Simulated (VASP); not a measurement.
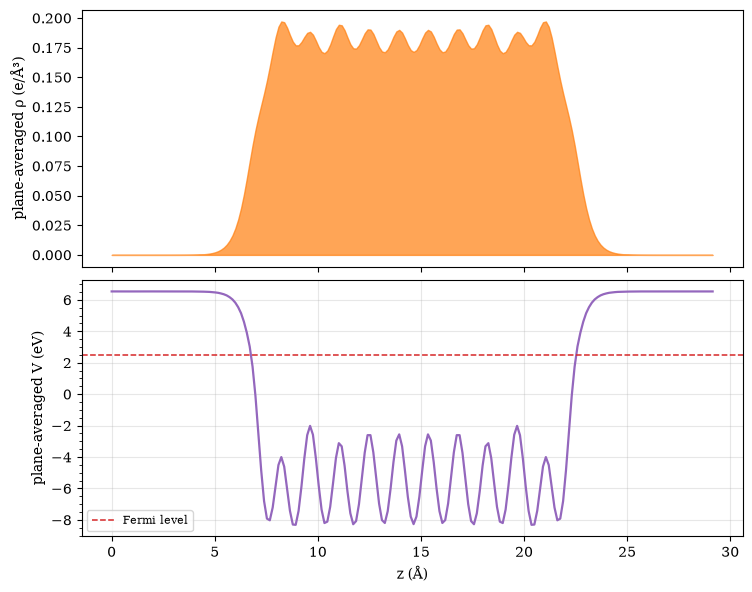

Figure 1: Al (slab). Plane average of the electrostatic potential (local pseudopotential plus Hartree) felt by an electron and of the valence pseudo-density across the slab.

Level of theory: Kohn-Sham DFT of a periodic cell, r2SCAN, VASP PAW PBE potentials, recommended (VASP).

How far above the Fermi level of the calculation is the vacuum level?

4.1 eV.

How thick is the slab, and how wide the vacuum?

The outermost nuclei are 14.2 Å apart, in 11 atomic planes; the vacuum between periodic images is 15.1 Å wide.
